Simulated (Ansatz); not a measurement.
Run report: InAs, phonon calculation

The run: phonon calculation of InAs (F-43m, 2 atoms in the cell). Method and program: DFT PBEsol, scalar-relativistic, plane waves, PAW, no spin polarisation (Ansatz 0.2.0).

The structure derives from an entry of the Crystallography Open Database. It belongs to a series of runs on one base structure; here: zone-centre phonons at -1 GPa. Figures and captions count atoms from 1; the log counts them from 0 in places.

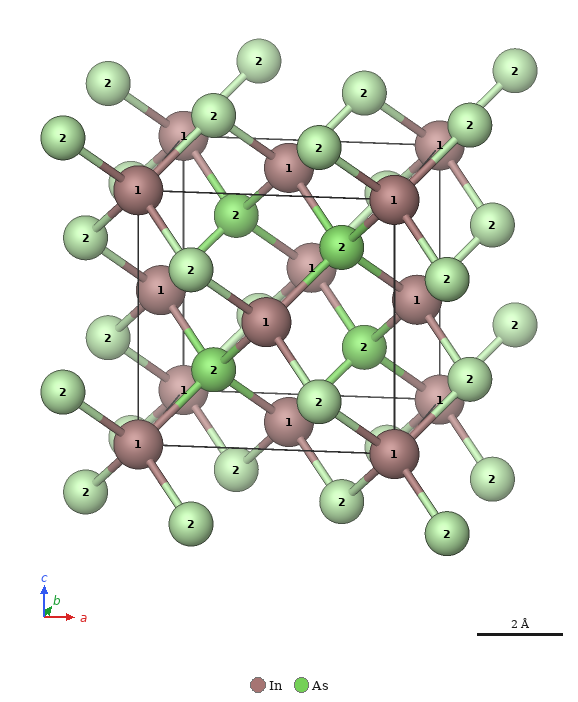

Fig. 1: The input geometry (ball-and-stick view of the cell 4 times as large as that of the calculation, set on its symmetry axes, seen slightly off an axis; neighbours outside the cell are drawn fainter; atoms are numbered from 1 in the order of the input). Near neighbours in the crystal (not all of them lie inside the picture): In has 4 As at 2.65 Å; As has 4 In at 2.65 Å.

The input
```yaml
crystal:
  lattice:
    - [0.0, 3.0632019933, 3.0632019933]
    - [3.0632019933, 0.0, 3.0632019933]
    - [3.0632019933, 3.0632019933, 0.0]
  atoms:
    - { symbol: In, position: [0.0, 0.0, 0.0] }
    - { symbol: As, position: [0.75, 0.75, 0.75] }
basis:
  ecutwfc: 420
kpoints:
  mp_grid: { grid: [12, 12, 12] }
hamiltonian:
  xc: pbesol
scf:
  occupations: { method: fermi_dirac, width: 0.15 }
output:
  eigenvalues: true
phonons:
  method: dfpt
  eigenvectors: true
```

Run on 1 thread of AMD EPYC (Zen 3), 189 GiB of memory available, shared host.

Command:
```bash
ansatz run input.yaml --threads 1 --pin off --max-ram 3072MiB --backend cpu --events-out ev --progress --plain --runs-dir out
```

What the program printed
```
zone centre: on kpoints.mp_grid the ground state, and the responses unless they are solved on pairs of k-points, stand on 163 of the mesh's 1728 k-points, reduced under 8 symmetry operations, with k and −k counted as one. Each operation leaves every solved displacement unchanged or reverses it
Engine: ansatz 0.2.0, x86_64-unknown-linux-gnu
Pseudopotentials: kind: paw
Pseudopotential: In, paw, valence charge 13, recommended cutoff 420 eV (normal), In.paw.azcp
Pseudopotential: As, paw, valence charge 15, recommended cutoff 420 eV (normal), As.paw.azcp
Functional definition: PBEsol
  exchange = pbesol_x
  correlation = pbesol_c
Crystal: 2 atoms, lattice volume = 57.485 Å³
Basis set: ecut = 420 eV, 1139 PW (Γ), exchange–correlation on 60×60×60 points (8 copies of the dense FFT grid, shifted against one another)
Bands: 18, of which v1, the nominal top of the filled ones, is band 14 counted from 1 (13 counted from 0)
Symmetry: 24 space group operations
k-points: 163 of 1728 (irreducible under 8 space group operations, time reversal used)
Non-local potential: In, projectors of the file, l = 0: 2, l = 1: 2, l = 2: 2, l = 3: 2
Non-local potential: As, projectors of the file, l = 0: 2, l = 1: 2, l = 2: 3, l = 3: 1
PAW form: soft (Blöchl's): semilocal exchange-correlation on the pseudo side does not see the compensation charge
PAW frozen core: In, regenerated for the run's functional, and the local potential with it (the file was generated under x = pbe(κ = 0.804, μ = 0.2195149727645171), c = pbe(β = 0.06672455060314922))
PAW frozen core: As, regenerated for the run's functional, and the local potential with it (the file was generated under x = pbe(κ = 0.804, μ = 0.2195149727645171), c = pbe(β = 0.06672455060314922))
PAW one-centre angular grid: In, 590 points (default); XC on 64 Gauss nodes
PAW one-centre angular grid: As, 590 points (default); XC on 64 Gauss nodes
Initial density: superposition of atomic densities (neutral atoms: chi_scale 0, normalization atom), corrected by the library's trained network
Initial wavefunctions: pseudopotential atomic-orbital guess
Functional: x = pbesol(κ = 0.804, μ = 0.12345679012345678), c = pbesol(β = 0.046)
SCF iter   1: F=—  HF=-10338.833991 eV  |F-HF|=—  |Δ(HF+E_count)|=         —  Δρ=4.52e-3  dr2=2.08e-2  ethr=1.77e-3  ⟨swp⟩=5.1  Hψ=13958  notcnv=0
preconditioner: auto → none  [insulator: Δε(μ)=0.640 eV  Ē_g=14.456 eV  σ=0.150 eV  W_gap=0.79  n_scr=14 (ndim 8)  ℏωp=20.8 eV  f_vac=0.118  D(μ)=0.04/eV (n_scr^D=0)  ε∞_Penn≈3.1]
SCF iter   2: F=—  HF=-10338.826332 eV  |F-HF|=—  |Δ(HF+E_count)|=   7.66e-3  Δρ=1.49e-3  dr2=1.16e-3  ethr=7.43e-5  ⟨swp⟩=2.0  Hψ=4836  notcnv=0
SCF iter   3: F=—  HF=-10338.826150 eV  |F-HF|=—  |Δ(HF+E_count)|=   1.82e-4  Δρ=4.99e-4  dr2=1.64e-4  ethr=4.13e-6  ⟨swp⟩=2.0  Hψ=5216  notcnv=0
SCF iter   4: F=—  HF=-10338.826185 eV  |F-HF|=—  |Δ(HF+E_count)|=   3.53e-5  Δρ=2.09e-4  dr2=1.69e-5  ethr=5.86e-7  ⟨swp⟩=2.0  Hψ=3554  notcnv=0
SCF iter   5: F=—  HF=-10338.826202 eV  |F-HF|=—  |Δ(HF+E_count)|=   1.64e-5  Δρ=1.85e-5  dr2=1.29e-7  ethr=6.03e-8  ⟨swp⟩=2.0  Hψ=3564  notcnv=0
SCF iter   6: F=—  HF=-10338.826201 eV  |F-HF|=—  |Δ(HF+E_count)|=   1.05e-6  Δρ=9.89e-6  dr2=3.62e-8  ethr=4.62e-10  ⟨swp⟩=2.0  Hψ=5253  notcnv=0
SCF iter   7: F=—  HF=-10338.826201 eV  |F-HF|=—  |Δ(HF+E_count)|=   2.87e-8  Δρ=1.88e-6  dr2=1.42e-9  ethr=1.29e-10  ⟨swp⟩=2.0  Hψ=4884  notcnv=0
SCF iter   8: F=—  HF=-10338.826201 eV  |F-HF|=—  |Δ(HF+E_count)|=  3.51e-10  Δρ=6.98e-7  dr2=1.74e-10  ethr=5.09e-12  ⟨swp⟩=3.0  Hψ=4436  notcnv=0
SCF iter   9: F=-10338.826201 eV  HF=-10338.826201 eV  |F-HF|=5.46e-12  |Δ(HF+E_count)|=  1.02e-10  Δρ=9.06e-8  dr2=2.90e-12  ethr=1.00e-12  ⟨swp⟩=5.0  Hψ=14004  notcnv=0
SCF 1 converged in 9 iterations: F = -10338.826201 eV  dr2 = 2.90e-12
  greatest PAW one-centre occupation: 0.999 electrons in one spin orbital (limit 2), on the As atom at site 1 (counted from 0), in its partial waves of l = 2
DFPT response loops at Γ: preconditioner auto → Kerker (q_TF=auto, 2.420 Å⁻¹) (partly filled bands, converged f_vac=0.102); β = 1.00, the filter's whole step (`scf.mixing.beta` (0.50) is not read by the response loops under this deck's `scf.mixing.preconditioner`; to damp them name `kerker` or `kerker_dos`, under which they read `scf.mixing.beta`, and type it under 1.00, their step now; both keys bind the ground state too); Broyden in place of MSR1
SCF converged after 9 iterations
Free energy (F): -10338.826201 eV
Harris-Foulkes:  -10338.826201 eV  (|F-HF|=5.46e-12)
Internal energy: -10338.822059 eV  (E = F + TS)
E sigma→0 (E₀):  -10338.824130 eV
Entropy (-TS):   -0.004141 eV (-2.071 meV/atom)
Fermi energy:    7.550290 eV
--- Per-component energies (eV) ---
  E_band       = -328.054451
  E_kinetic    = 346.138263
  E_local      = -3330.020075  (includes V_loc(G=0)·N_el)
  E_nonlocal   = -299.815107
  E_hartree    = 1603.342374
  E_xc         = -291.569789
  E_vxc        = -178.395820  (∫ρ·V_xc dr)
  E_paw        = -5877.602023  (= ΣΔE_a)
  E_vpaw       = -72.646404  (= ΣTr[D̂ρ^β])
  E_aug_tail   = 0.000034  (compensation charges beyond the density's cutoff)
  E_ewald      = -2490.498067
  E_core_change = 1.202331  (= ΣΔE_core)
  E_smearing   = -0.004141  (= −TS)
  E_closure    = 0.000000  (closes the sum)
  Σ components = -10338.826201   (vs F -10338.826201, Δ=0.00e0)
--- Band table (eV; the first three rows and the last of 163) ---
  k-point 0: bands = ["-27.7790", "-27.7790", "-27.7790", "-27.7721", "-27.7721", "-7.0649", "-7.0649", "-7.0649", "-6.9520", "-6.9520", "-4.4509", "6.7112", "7.1949", "7.1949", "7.1949", "11.0452", "11.0452", "11.0452"]
  k-point 1: bands = ["-27.7790", "-27.7790", "-27.7790", "-27.7721", "-27.7721", "-7.0730", "-7.0625", "-7.0625", "-6.9521", "-6.9521", "-4.3828", "5.8186", "7.1087", "7.1087", "7.8550", "11.0535", "11.1743", "11.1743"]
  k-point 2: bands = ["-27.7790", "-27.7789", "-27.7789", "-27.7720", "-27.7720", "-7.0946", "-7.0562", "-7.0562", "-6.9520", "-6.9520", "-4.1862", "4.6561", "6.8984", "6.8984", "8.2672", "11.3722", "11.4710", "11.4710"]
  k-point 162: bands = ["-27.7790", "-27.7789", "-27.7786", "-27.7720", "-27.7718", "-7.2074", "-7.0208", "-6.9987", "-6.9659", "-6.9447", "-2.5427", "1.6217", "4.3744", "4.4611", "11.2105", "11.3954", "12.0180", "13.1625"]
--- Phonons (Γ-DFPT): 2 representative perturbations + reference, on 163 of 1728 k-points (Σ response iterations 6) ---
  k mesh reduced under 8 symmetry operations, with k and −k counted as one. Each operation leaves every solved displacement unchanged or reverses it
  ASR residual: 1.121e-4 → 0.000e0 eV/Å²; symmetrization residual: 1.836e-7 eV/Å²
  ASR residual per site (eV/Å²): 1.12e-4 3.81e-5
  Γ frequencies (cm⁻¹): 0.00 0.00 0.00 203.54 203.54 203.54
  non-analytic LO–TO correction: not included (Born effective charges unavailable; polar crystals: no LO–TO splitting at Γ)
```

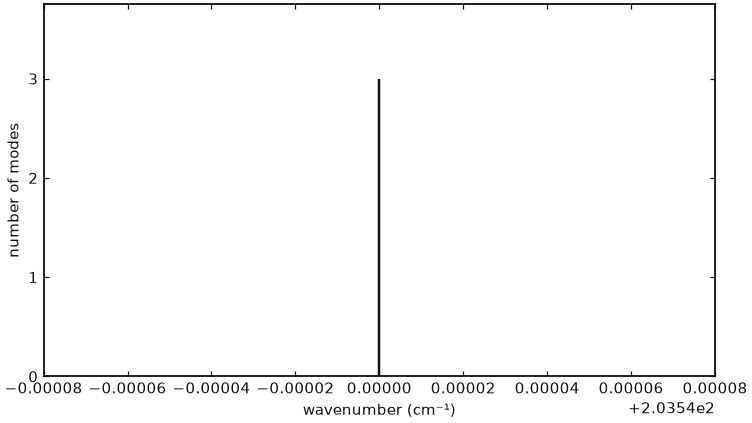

Fig. 2: Optical phonons at the zone centre (no LO–TO term); neighbouring modes closer than 3 cm⁻¹ are counted in one stick. 3 modes from 204 to 204 cm⁻¹, none imaginary.

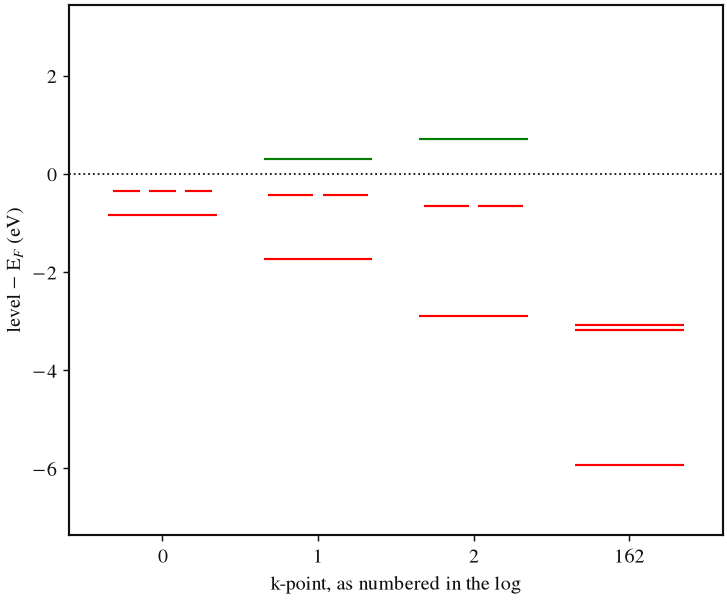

Fig. 3: Kohn–Sham levels near the Fermi level (dotted) at the few k-points that the log prints; levels within 0.02 eV of each other stand side by side. The system is metallic on the full mesh.

Summary

- outcome: converged
- space group (tolerance 0.01 Å): F-43m (216)
- electrons treated: 28
- free energy: −10338.8262 eV
- Fermi energy: 7.550 eV
- gap on the k-point mesh: none (metallic)
- wall time: 1.8 min
- peak memory: 0.83 GiB

Notes

Results for this metal are sensitive to the k-point mesh.
